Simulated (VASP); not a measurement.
# Geometry relaxation of AlAs (part 1 of 5)

AlAs (slab, 14 atoms in the cell), computed with Kohn-Sham DFT of a periodic cell, PBEsol, VASP PAW PBE potentials, recommended, no spin polarisation (VASP 6.6.1).

The structure derives from an entry of the Crystallography Open Database.

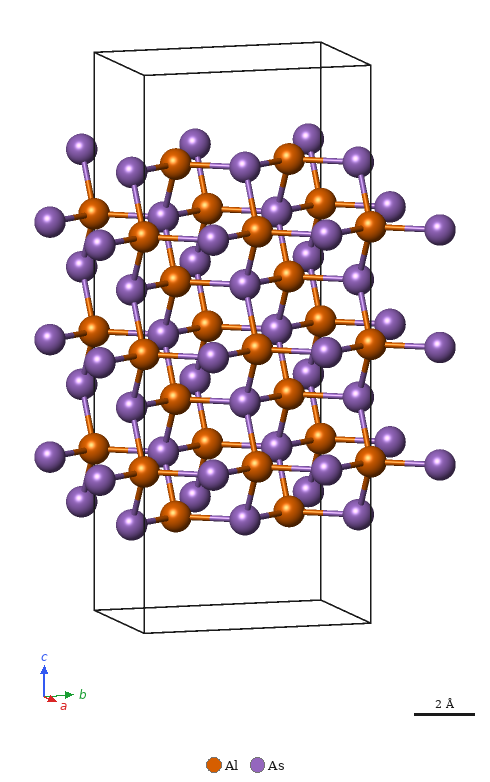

*The starting structure (ball-and-stick view of the 1 × 2 repeat of the cell, with the vacuum cut short, seen slightly off an axis; bonded neighbours outside the cell are drawn too). An atom can appear more than once, as a periodic image.*

Near neighbours in the periodic cell (some may lie outside the picture): Al has 3 As at 2.45 Å; Al has 4 As at 2.45 Å; As has 3 Al at 2.45 Å; As has 4 Al at 2.45 Å.

### INCAR
```
  PREC = Accurate
  ENCUT = 520
  EDIFF = 1E-6
  ISMEAR = 0
  SIGMA = 0.05
  LREAL = False
  LASPH = True
  NELM = 80
  ALGO = Normal
  ISIF = 2
  LWAVE = False
  LCHARG = False
  LDIPOL = True
  IDIPOL = 3
  DIPOL = 0.5 0.5 0.500
  GGA = PS
  IBRION = 2
  NSW = 100
  EDIFFG = -0.015
  KPAR = 8
```

### KPOINTS
```
regular mesh
0
Gamma
  4 6 1
```

### POSCAR
```
AlAs
1.0
    5.6608000000      0.0000000000      0.0000000000
    0.0000000000      4.0027900670      0.0000000000
    0.0000000000      0.0000000000     28.0083702010
Al As
7 7
Direct
    0.5000000000      0.5000000000      0.2856289010
    0.0000000000      0.0000000000      0.3570859340
    0.5000000000      0.5000000000      0.4285429670
    0.0000000000      0.0000000000      0.5000000000
    0.5000000000      0.5000000000      0.5714570330
    0.0000000000      1.0000000000      0.6429140660
    0.5000000000      0.5000000000      0.7143710990
    0.7500000000      0.0000000000      0.2856289010
    0.2500000000      0.5000000000      0.3570859340
    0.7500000000      0.0000000000      0.4285429670
    0.2500000000      0.5000000000      0.5000000000
    0.7500000000      0.0000000000      0.5714570330
    0.2500000000      0.5000000000      0.6429140660
    0.7500000000      0.0000000000      0.7143710990
```

Machine: 8 threads of Intel Xeon (Sapphire Rapids), 256 GiB of memory available, shared host.

Command:
```bash
cat potpaw_PBE.64/Al/POTCAR potpaw_PBE.64/As/POTCAR > POTCAR
mpirun -np 8 vasp_std > vasp.out
```

### OSZICAR
```
N       E                     dE             d eps       ncg     rms          rms(c)
DAV:   1     0.293742405921E+03    0.29374E+03   -0.18639E+04   864   0.116E+03
DAV:   2    -0.300540766773E+02   -0.32380E+03   -0.31627E+03  1156   0.190E+02
DAV:   3    -0.678934104654E+02   -0.37839E+02   -0.37550E+02  1024   0.668E+01
DAV:   4    -0.697233523474E+02   -0.18299E+01   -0.18265E+01  1200   0.169E+01
DAV:   5    -0.697818182721E+02   -0.58466E-01   -0.58436E-01  1160   0.289E+00    0.904E+00
DAV:   6    -0.671959029595E+02    0.25859E+01   -0.40672E+00   976   0.564E+00    0.491E+00
DAV:   7    -0.667000265359E+02    0.49588E+00   -0.19739E+00  1044   0.391E+00    0.170E+00
DAV:   8    -0.666738964330E+02    0.26130E-01   -0.19093E-01  1028   0.167E+00    0.453E-01
DAV:   9    -0.666739252848E+02   -0.28852E-04   -0.37743E-02  1056   0.733E-01    0.218E-01
DAV:  10    -0.666754815004E+02   -0.15562E-02   -0.21578E-03  1104   0.177E-01    0.171E-01
DAV:  11    -0.666779094590E+02   -0.24280E-02   -0.23355E-03   968   0.147E-01    0.531E-02
DAV:  12    -0.666782729655E+02   -0.36351E-03   -0.31995E-04  1088   0.664E-02    0.317E-02
DAV:  13    -0.666789885252E+02   -0.71556E-03   -0.52027E-04   960   0.698E-02    0.196E-02
DAV:  14    -0.666791660895E+02   -0.17756E-03   -0.99847E-05  1032   0.353E-02    0.150E-02
DAV:  15    -0.666792960308E+02   -0.12994E-03   -0.14588E-05   948   0.168E-02    0.921E-03
DAV:  16    -0.666794501520E+02   -0.15412E-03   -0.41692E-05   944   0.206E-02    0.482E-03
DAV:  17    -0.666794905285E+02   -0.40376E-04   -0.76919E-06   868   0.114E-02    0.406E-03
DAV:  18    -0.666795457976E+02   -0.55269E-04   -0.12863E-05   876   0.906E-03    0.257E-03
DAV:  19    -0.666795787615E+02   -0.32964E-04   -0.17505E-06   756   0.399E-03    0.165E-03
DAV:  20    -0.666796115818E+02   -0.32820E-04   -0.14527E-06   708   0.298E-03    0.135E-03
DAV:  21    -0.666796394382E+02   -0.27856E-04   -0.19037E-06   740   0.282E-03    0.644E-04
DAV:  22    -0.666796436486E+02   -0.42104E-05   -0.16540E-07   648   0.999E-04    0.437E-04
DAV:  23    -0.666796494326E+02   -0.57839E-05   -0.36438E-07   672   0.104E-03    0.191E-04
DAV:  24    -0.666796497443E+02   -0.31173E-06   -0.18194E-08   596   0.378E-04
   1 F= -.66679650E+02 E0= -.66679650E+02  d E =-.666796E+02
       N       E                     dE             d eps       ncg     rms          rms(c)
DAV:   1    -0.670949332746E+02   -0.41528E+00   -0.61723E+00   880   0.975E+00    0.767E-01
DAV:   2    -0.671263313134E+02   -0.31398E-01   -0.37752E-01  1096   0.214E+00    0.354E-01
DAV:   3    -0.671253266785E+02    0.10046E-02   -0.11060E-02  1200   0.463E-01    0.239E-01
DAV:   4    -0.671251986936E+02    0.12798E-03   -0.28021E-03  1016   0.191E-01    0.875E-02
DAV:   5    -0.671253199226E+02   -0.12123E-03   -0.44718E-04  1048   0.786E-02    0.266E-02
DAV:   6    -0.671253772961E+02   -0.57374E-04   -0.51580E-05  1040   0.277E-02    0.176E-02
DAV:   7    -0.671254255854E+02   -0.48289E-04   -0.17340E-05   984   0.145E-02    0.888E-03
DAV:   8    -0.671254733281E+02   -0.47743E-04   -0.90737E-06  1000   0.954E-03    0.346E-03
DAV:   9    -0.671255051860E+02   -0.31858E-04   -0.37800E-06   804   0.553E-03    0.165E-03
DAV:  10    -0.671255320170E+02   -0.26831E-04   -0.32465E-06   780   0.437E-03    0.119E-03
DAV:  11    -0.671255433054E+02   -0.11288E-04   -0.93544E-07   760   0.225E-03    0.563E-04
DAV:  12    -0.671255530324E+02   -0.97270E-05   -0.13751E-06   700   0.234E-03    0.317E-04
DAV:  13    -0.671255544916E+02   -0.14592E-05   -0.16424E-07   684   0.101E-03    0.280E-04
DAV:  14    -0.671255556626E+02   -0.11710E-05   -0.12404E-07   660   0.743E-04    0.162E-04
DAV:  15    -0.671255563051E+02   -0.64251E-06   -0.81622E-08   640   0.575E-04
   2 F= -.67125556E+02 E0= -.67125556E+02  d E =-.445907E+00
       N       E                     dE             d eps       ncg     rms          rms(c)
DAV:   1    -0.673757213095E+02   -0.25017E+00   -0.20297E+01   880   0.178E+01    0.165E+00
DAV:   2    -0.674805321089E+02   -0.10481E+00   -0.12759E+00  1096   0.389E+00    0.732E-01
DAV:   3    -0.674778476823E+02    0.26844E-02   -0.36484E-02  1172   0.852E-01    0.518E-01
DAV:   4    -0.674784105172E+02   -0.56283E-03   -0.10218E-02  1000   0.366E-01    0.206E-01
DAV:   5    -0.674793680407E+02   -0.95752E-03   -0.17598E-03   980   0.160E-01    0.587E-02
DAV:   6    -0.674797178069E+02   -0.34977E-03   -0.28301E-04  1072   0.625E-02    0.343E-02
DAV:   7    -0.674799585650E+02   -0.24076E-03   -0.11480E-04   980   0.381E-02    0.160E-02
DAV:   8    -0.674800916223E+02   -0.13306E-03   -0.35813E-05  1000   0.205E-02    0.849E-03
DAV:   9    -0.674801846733E+02   -0.93051E-04   -0.16510E-05   964   0.125E-02    0.412E-03
DAV:  10    -0.674802578951E+02   -0.73222E-04   -0.11664E-05   888   0.958E-03    0.256E-03
DAV:  11    -0.674802798226E+02   -0.21928E-04   -0.18573E-06   780   0.402E-03    0.176E-03
DAV:  12    -0.674803150807E+02   -0.35258E-04   -0.53410E-06   772   0.504E-03    0.717E-04
DAV:  13    -0.674803196864E+02   -0.46057E-05   -0.37808E-07   732   0.175E-03    0.706E-04
DAV:  14    -0.674803264232E+02   -0.67368E-05   -0.10089E-06   680   0.189E-03    0.189E-04
DAV:  15    -0.674803272506E+02   -0.82732E-06   -0.89396E-08   640   0.696E-04
   3 F= -.67480327E+02 E0= -.67480327E+02  d E =-.800678E+00
       N       E                     dE             d eps       ncg     rms          rms(c)
DAV:   1    -0.678157370027E+02   -0.33541E+00   -0.79644E+00   884   0.113E+01    0.881E-01
DAV:   2    -0.678495480332E+02   -0.33811E-01   -0.47053E-01  1120   0.235E+00    0.411E-01
DAV:   3    -0.678497406362E+02   -0.19260E-03   -0.21266E-02  1064   0.615E-01    0.295E-01
DAV:   4    -0.678497517554E+02   -0.11119E-04   -0.48489E-03  1000   0.253E-01    0.117E-01
DAV:   5    -0.678500459174E+02   -0.29416E-03   -0.90714E-04  1092   0.128E-01    0.497E-02
DAV:   6    -0.678500869353E+02   -0.41018E-04   -0.15607E-04  1048   0.472E-02    0.307E-02
DAV:   7    -0.678501586711E+02   -0.71736E-04   -0.13546E-04   968   0.385E-02    0.973E-03
DAV:   8    -0.678501842586E+02   -0.25588E-04   -0.19977E-05  1040   0.182E-02    0.550E-03
DAV:   9    -0.678502108797E+02   -0.26621E-04   -0.55948E-06   892   0.789E-03    0.236E-03
DAV:  10    -0.678502314757E+02   -0.20596E-04   -0.29288E-06   788   0.527E-03    0.158E-03
DAV:  11    -0.678502394231E+02   -0.79474E-05   -0.65419E-07   732   0.264E-03    0.993E-04
DAV:  12    -0.678502529342E+02   -0.13511E-04   -0.26735E-06   756   0.360E-03    0.852E-04
DAV:  13    -0.678502543618E+02   -0.14276E-05   -0.13927E-07   664   0.146E-03    0.353E-04
DAV:  14    -0.678502568777E+02   -0.25159E-05   -0.53927E-07   688   0.201E-03    0.754E-04
DAV:  15    -0.678502572553E+02   -0.37756E-06   -0.76522E-08   612   0.127E-03
   4 F= -.67850257E+02 E0= -.67850257E+02  d E =-.369930E+00
       N       E                     dE             d eps       ncg     rms          rms(c)
DAV:   1    -0.679802045637E+02   -0.12995E+00   -0.14124E+01   868   0.151E+01    0.127E+00
DAV:   2    -0.680453531058E+02   -0.65149E-01   -0.88596E-01  1108   0.324E+00    0.581E-01
DAV:   3    -0.680457367269E+02   -0.38362E-03   -0.39252E-02  1048   0.841E-01    0.428E-01
DAV:   4    -0.680459223584E+02   -0.18563E-03   -0.97448E-03  1048   0.360E-01    0.163E-01
DAV:   5    -0.680464748209E+02   -0.55246E-03   -0.16805E-03  1076   0.182E-01    0.678E-02
DAV:   6    -0.680465537163E+02   -0.78895E-04   -0.33384E-04  1044   0.666E-02    0.427E-02
DAV:   7    -0.680466561106E+02   -0.10239E-03   -0.23875E-04   980   0.514E-02    0.132E-02
DAV:   8    -0.680466905844E+02   -0.34474E-04   -0.36179E-05  1064   0.245E-02    0.686E-03
DAV:   9    -0.680467208131E+02   -0.30229E-04   -0.82954E-06   976   0.989E-03    0.326E-03
DAV:  10    -0.680467428995E+02   -0.22086E-04   -0.42103E-06   860   0.666E-03    0.164E-03
DAV:  11    -0.680467486731E+02   -0.57737E-05   -0.47262E-07   748   0.244E-03    0.116E-03
DAV:  12    -0.680467614914E+02   -0.12818E-04   -0.23318E-06   740   0.363E-03    0.658E-04
DAV:  13    -0.680467627474E+02   -0.12560E-05   -0.95211E-08   644   0.114E-03    0.483E-04
DAV:  14    -0.680467655760E+02   -0.28286E-05   -0.53930E-07   664   0.206E-03    0.741E-04
DAV:  15    -0.680467659977E+02   -0.42170E-06   -0.72135E-08   592   0.103E-03
   5 F= -.68046766E+02 E0= -.68046766E+02  d E =-.566439E+00
       N       E                     dE             d eps       ncg     rms          rms(c)
DAV:   1    -0.680764940561E+02   -0.29728E-01   -0.46818E+00   864   0.864E+00    0.703E-01
DAV:   2    -0.681023978349E+02   -0.25904E-01   -0.33939E-01  1088   0.209E+00    0.336E-01
DAV:   3    -0.681008107634E+02    0.15871E-02   -0.85507E-03  1116   0.416E-01    0.220E-01
DAV:   4    -0.681003269889E+02    0.48377E-03   -0.35380E-03  1072   0.224E-01    0.800E-02
DAV:   5    -0.681004025862E+02   -0.75597E-04   -0.61680E-04  1108   0.102E-01    0.451E-02
DAV:   6    -0.681004143216E+02   -0.11735E-04   -0.53980E-05  1160   0.278E-02    0.294E-02
DAV:   7    -0.681004190332E+02   -0.47116E-05   -0.30332E-05   936   0.205E-02    0.841E-03
DAV:   8    -0.681004239123E+02   -0.48791E-05   -0.11481E-05  1060   0.116E-02    0.520E-03
DAV:   9    -0.681004243097E+02   -0.39741E-06   -0.47868E-07   568   0.319E-03
   6 F= -.68100424E+02 E0= -.68100424E+02  d E =-.536583E-01
       N       E                     dE             d eps       ncg     rms          rms(c)
DAV:   1    -0.681010205572E+02   -0.59664E-03   -0.63502E-02   880   0.101E+00    0.789E-02
DAV:   2    -0.681013687759E+02   -0.34822E-03   -0.45491E-03  1080   0.242E-01    0.369E-02
DAV:   3    -0.681013475212E+02    0.21255E-04   -0.11734E-04  1108   0.489E-02    0.241E-02
DAV:   4    -0.681013419637E+02    0.55574E-05   -0.46564E-05  1068   0.256E-02    0.864E-03
DAV:   5    -0.681013430839E+02   -0.11202E-05   -0.76272E-06  1080   0.116E-02    0.485E-03
DAV:   6    -0.681013433827E+02   -0.29879E-06   -0.64918E-07   560   0.341E-03
   7 F= -.68101343E+02 E0= -.68101343E+02  d E =-.545774E-01
       N       E                     dE             d eps       ncg     rms          rms(c)
DAV:   1    -0.681137988495E+02   -0.12456E-01   -0.41480E-01   884   0.268E+00    0.194E-01
DAV:   2    -0.681157731058E+02   -0.19743E-02   -0.25160E-02  1120   0.581E-01    0.897E-02
DAV:   3    -0.681157108245E+02    0.62281E-04   -0.71391E-04  1196   0.128E-01    0.633E-02
DAV:   4    -0.681157066441E+02    0.41803E-05   -0.24713E-04  1092   0.592E-02    0.248E-02
DAV:   5    -0.681157104509E+02   -0.38068E-05   -0.24529E-05  1120   0.224E-02    0.139E-02
DAV:   6    -0.681157114300E+02   -0.97907E-06   -0.58094E-06  1056   0.956E-03
   8 F= -.68115711E+02 E0= -.68115711E+02  d E =-.143680E-01
       N       E                     dE             d eps       ncg     rms          rms(c)
DAV:   1    -0.681183663127E+02   -0.26559E-02   -0.34402E-01   876   0.244E+00    0.176E-01
DAV:   2    -0.681200225877E+02   -0.16563E-02   -0.21029E-02  1120   0.530E-01    0.813E-02
DAV:   3    -0.681199711770E+02    0.51411E-04   -0.58520E-04  1180   0.117E-01    0.573E-02
DAV:   4    -0.681199684350E+02    0.27421E-05   -0.21191E-04  1092   0.551E-02    0.220E-02
DAV:   5    -0.681199717231E+02   -0.32881E-05   -0.21502E-05  1124   0.208E-02    0.127E-02
DAV:   6    -0.681199726478E+02   -0.92470E-06   -0.47478E-06   968   0.870E-03
   9 F= -.68119973E+02 E0= -.68119973E+02  d E =-.186293E-01
       N       E                     dE             d eps       ncg     rms          rms(c)
DAV:   1    -0.681286995410E+02   -0.87278E-02   -0.34778E-01   864   0.245E+00    0.178E-01
DAV:   2    -0.681302966579E+02   -0.15971E-02   -0.20022E-02  1084   0.530E-01    0.891E-02
DAV:   3    -0.681302483682E+02    0.48290E-04   -0.66459E-04  1172   0.115E-01    0.573E-02
DAV:   4    -0.681302276961E+02    0.20672E-04   -0.14516E-04  1068   0.476E-02    0.226E-02
DAV:   5    -0.681302351841E+02   -0.74881E-05   -0.41871E-05  1108   0.253E-02    0.126E-02
DAV:   6    -0.681302353071E+02   -0.12294E-06   -0.34057E-06   980   0.783E-03
  10 F= -.68130235E+02 E0= -.68130235E+02  d E =-.102627E-01
       N       E                     dE             d eps       ncg     rms          rms(c)
DAV:   1    -0.681321941433E+02   -0.19590E-02   -0.36575E-01   864   0.251E+00    0.183E-01
DAV:   2    -0.681338788468E+02   -0.16847E-02   -0.21081E-02  1084   0.544E-01    0.912E-02
DAV:   3    -0.681338295021E+02    0.49345E-04   -0.70112E-04  1172   0.118E-01    0.586E-02
DAV:   4    -0.681338085623E+02    0.20940E-04   -0.15037E-04  1084   0.485E-02    0.234E-02
DAV:   5    -0.681338170974E+02   -0.85350E-05   -0.44022E-05  1116   0.260E-02    0.130E-02
DAV:   6    -0.681338174435E+02   -0.34613E-06   -0.36282E-06  1008   0.809E-03
  11 F= -.68133817E+02 E0= -.68133817E+02  d E =-.138448E-01
       N       E                     dE             d eps       ncg     rms          rms(c)
DAV:   1    -0.681364362405E+02   -0.26191E-02   -0.19287E-01   864   0.170E+00    0.122E-01
DAV:   2    -0.681373299654E+02   -0.89372E-03   -0.11390E-02  1092   0.361E-01    0.573E-02
DAV:   3    -0.681372896465E+02    0.40319E-04   -0.27677E-04  1144   0.714E-02    0.362E-02
DAV:   4    -0.681372729229E+02    0.16724E-04   -0.64474E-05  1068   0.310E-02    0.136E-02
DAV:   5    -0.681372744993E+02   -0.15763E-05   -0.14859E-05  1152   0.151E-02    0.532E-03
DAV:   6    -0.681372749258E+02   -0.42649E-06   -0.24691E-06   872   0.605E-03
  12 F= -.68137275E+02 E0= -.68137275E+02  d E =-.345748E-02
       N       E                     dE             d eps       ncg     rms          rms(c)
DAV:   1    -0.681375516653E+02   -0.27717E-03   -0.64176E-02   864   0.981E-01    0.701E-02
DAV:   2    -0.681378505767E+02   -0.29891E-03   -0.38121E-03  1096   0.209E-01    0.331E-02
DAV:   3    -0.681378368932E+02    0.13683E-04   -0.91644E-05  1144   0.411E-02    0.210E-02
DAV:   4    -0.681378311475E+02    0.57457E-05   -0.22022E-05  1068   0.181E-02    0.780E-03
DAV:   5    -0.681378316671E+02   -0.51959E-06   -0.50516E-06  1136   0.880E-03
  13 F= -.68137832E+02 E0= -.68137832E+02  d E =-.401422E-02
       N       E                     dE             d eps       ncg     rms          rms(c)
DAV:   1    -0.681395903222E+02   -0.17592E-02   -0.12744E-01   864   0.148E+00    0.114E-01
DAV:   2    -0.681402276645E+02   -0.63734E-03   -0.76839E-03  1068   0.323E-01    0.537E-02
DAV:   3    -0.681401916083E+02    0.36056E-04   -0.18175E-04  1176   0.674E-02    0.362E-02
DAV:   4    -0.681401814309E+02    0.10177E-04   -0.11415E-04  1068   0.399E-02    0.115E-02
DAV:   5    -0.681401830767E+02   -0.16458E-05   -0.15257E-05  1036   0.167E-02    0.867E-03
DAV:   6    -0.681401831763E+02   -0.99650E-07   -0.18319E-06   680   0.585E-03
  14 F= -.68140183E+02 E0= -.68140183E+02  d E =-.235151E-02
       N       E                     dE             d eps       ncg     rms          rms(c)
DAV:   1    -0.681403693845E+02   -0.18631E-03   -0.62068E-02   864   0.103E+00    0.789E-02
DAV:   2    -0.681406858093E+02   -0.31642E-03   -0.37858E-03  1068   0.227E-01    0.376E-02
DAV:   3    -0.681406678496E+02    0.17960E-04   -0.87802E-05  1164   0.470E-02    0.256E-02
DAV:   4    -0.681406625560E+02    0.52936E-05   -0.58124E-05  1068   0.284E-02    0.806E-03
DAV:   5    -0.681406633088E+02   -0.75274E-06   -0.78019E-06  1016   0.119E-02
  15 F= -.68140663E+02 E0= -.68140663E+02  d E =-.283164E-02
       N       E                     dE             d eps       ncg     rms          rms(c)
DAV:   1    -0.681409802712E+02   -0.31772E-03   -0.11356E-01   864   0.132E+00    0.982E-02
DAV:   2    -0.681416192090E+02   -0.63894E-03   -0.76312E-03  1060   0.305E-01    0.422E-02
DAV:   3    -0.681415892964E+02    0.29913E-04   -0.15114E-04  1172   0.572E-02    0.281E-02
DAV:   4    -0.681415751750E+02    0.14121E-04   -0.65857E-05  1064   0.310E-02    0.870E-03
DAV:   5    -0.681415760825E+02   -0.90744E-06   -0.11471E-05  1064   0.135E-02    0.523E-03
DAV:   6    -0.681415760512E+02    0.31325E-07   -0.93107E-07   532   0.436E-03
  16 F= -.68141576E+02 E0= -.68141576E+02  d E =-.912742E-03
       N       E                     dE             d eps       ncg     rms          rms(c)
DAV:   1    -0.681415770573E+02   -0.97480E-06   -0.65172E-03   864   0.315E-01    0.234E-02
DAV:   2    -0.681416145524E+02   -0.37495E-04   -0.44416E-04  1060   0.736E-02    0.102E-02
DAV:   3    -0.681416127269E+02    0.18255E-05   -0.86252E-06  1164   0.137E-02    0.686E-03
DAV:   4    -0.681416118258E+02    0.90109E-06   -0.40864E-06   856   0.778E-03
  17 F= -.68141612E+02 E0= -.68141612E+02  d E =-.948517E-03
       N       E                     dE             d eps       ncg     rms          rms(c)
DAV:   1    -0.681418435737E+02   -0.23085E-03   -0.26161E-02   864   0.646E-01    0.479E-02
DAV:   2    -0.681419665478E+02   -0.12297E-03   -0.15193E-03  1104   0.142E-01    0.219E-02
DAV:   3    -0.681419598711E+02    0.66766E-05   -0.38220E-05  1140   0.291E-02    0.152E-02
DAV:   4    -0.681419585767E+02    0.12945E-05   -0.14114E-05  1096   0.143E-02    0.537E-03
DAV:   5    -0.681419589644E+02   -0.38773E-06   -0.17009E-06   644   0.604E-03
  18 F= -.68141959E+02 E0= -.68141959E+02  d E =-.347139E-03
       N       E                     dE             d eps       ncg     rms          rms(c)
DAV:   1    -0.681419678608E+02   -0.92841E-05   -0.22179E-03   864   0.188E-01    0.145E-02
DAV:   2    -0.681419784985E+02   -0.10638E-04   -0.12903E-04  1112   0.412E-02    0.605E-03
DAV:   3    -0.681419780049E+02    0.49364E-06   -0.31334E-06   960   0.857E-03
  19 F= -.68141978E+02 E0= -.68141978E+02  d E =-.366179E-03
       N       E                     dE             d eps       ncg     rms          rms(c)
DAV:   1    -0.681420793275E+02   -0.10083E-03   -0.24464E-02   864   0.611E-01    0.412E-02
DAV:   2    -0.681422004217E+02   -0.12109E-03   -0.15170E-03  1072   0.132E-01    0.204E-02
DAV:   3    -0.681421947809E+02    0.56408E-05   -0.41690E-05  1096   0.283E-02    0.136E-02
DAV:   4    -0.681421929272E+02    0.18537E-05   -0.15084E-05  1016   0.137E-02    0.488E-03
DAV:   5    -0.681421933532E+02   -0.42600E-06   -0.20711E-06   864   0.639E-03
  20 F= -.68142193E+02 E0= -.68142193E+02  d E =-.215348E-03
```

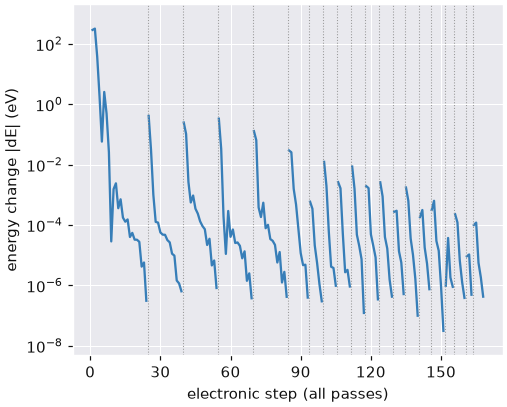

*Convergence of the self-consistent field: energy change |dE| against the electronic step. Each stretch between dotted lines is the SCF of one geometry step of a relaxation.*

The 20 ionic steps take 3 to 24 electronic steps each. The density is held fixed in the first few steps, and dE rises again when its update begins.
